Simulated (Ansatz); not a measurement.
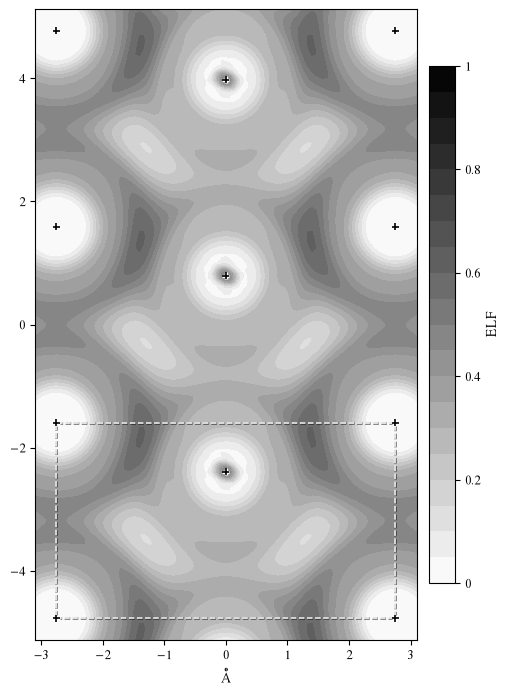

The ELF on a plane through atoms (crosses mark nuclei in the plane).

These are results of Kohn-Sham DFT of a periodic cell, PBEsol, Ansatz PAW in Ansatz 0.2.0, not measurements.

Candidates:
A. GaSb, a = 5.51 Å, b = 5.51 Å, c = 3.18 Å, α = 90.00°, β = 90.00°, γ = 90.00°. Space group I-4m2; a structure from a database of computed crystals, not necessarily the ambient phase; computed pressure about −3 GPa in this cell.
B. NaCl, a = 3.55 Å, b = 3.55 Å, c = 3.55 Å, α = 90.00°, β = 90.00°, γ = 90.00°. Space group Pm-3m; a structure from a database of computed crystals, not necessarily the ambient phase; computed pressure about −2 GPa in this cell.

> Which system is this?

Candidate A: GaSb on the (100) plane of the conventional cell, which holds Sb and Ga. Ga–Sb (2.87 Å): the ELF peaks at about 0.60 between the atoms. Sb–Sb (3.18 Å): the ELF is about 0.45 at the midpoint.
